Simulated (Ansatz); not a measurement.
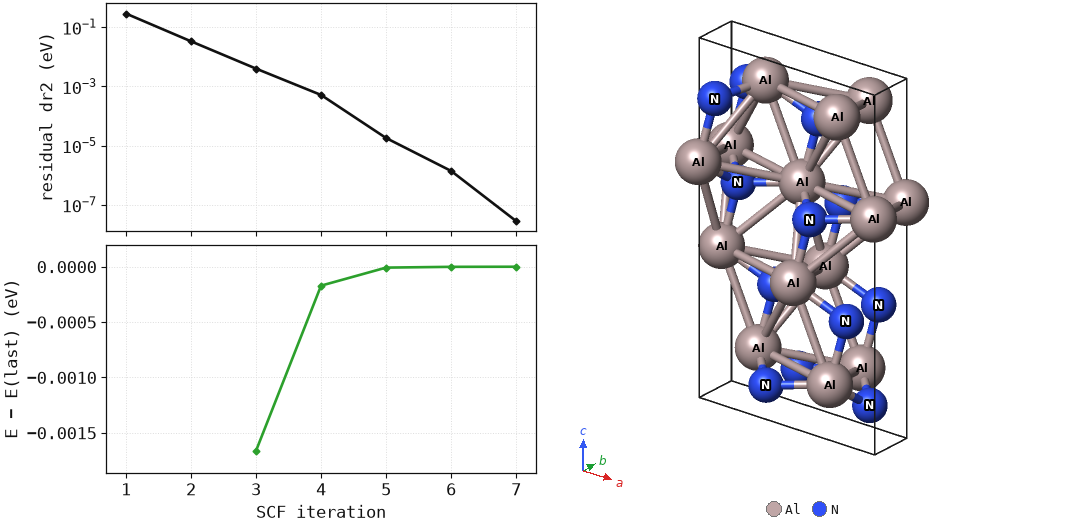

Beside the plot: the structure in its conventional cell.

The plot shows the SCF iterations of a calculation: density residual dr2, Harris–Foulkes energy less its last value. The starting density is a sum of atomic densities corrected by a trained network. The first two energies lie far off the scale and aren't drawn.

AlN (8 atoms in the cell), run with Ansatz.

```
crystal:
  lattice:
    - [-2.50419165, 0.0, 0.0]
    - [-1.25209583, -2.16869359, 0.0]
    - [-1.25209583, 0.0, 8.02876745]
  atoms:
    - { symbol: Al, position: [-0.118973846, 0.3333333333, 0.9046143587] }
    - { symbol: Al, position: [0.131026154, 0.3333333333, 0.4046143587] }
    - { symbol: Al, position: [0.5893594873, 0.6666666667, 0.1546143587] }
    - { symbol: Al, position: [0.3393594873, 0.6666666667, 0.6546143587] }
    - { symbol: "N", position: [0.2856405127, 0.3333333333, 0.0953856413] }
    - { symbol: "N", position: [0.0356405127, 0.3333333333, 0.5953856413] }
    - { symbol: "N", position: [0.493973846, 0.6666666667, 0.3453856413] }
    - { symbol: "N", position: [0.243973846, 0.6666666667, 0.8453856413] }
basis:
  ecutwfc: 420
kpoints:
  mp_grid: { grid: [8, 8, 3] }
hamiltonian:
  xc: pbe
scf:
  occupations: { method: gaussian, width: 0.05 }
  max_iter: 75
output:
  forces: true
  eigenvalues: true
  stress: true
```

Run as:
```bash
ansatz run input.yaml --threads 2 --pin off --max-ram 5120MiB --backend cpu --events-out ev --progress --plain --runs-dir out
```

Did the calculation converge?

It converged, after 7 iterations. The residual falls at every step.

Is anything amiss with this input?

The input holds a fault (a lattice far too small). The SCF closed all the same, which doesn't make the results meaningful for the real system.
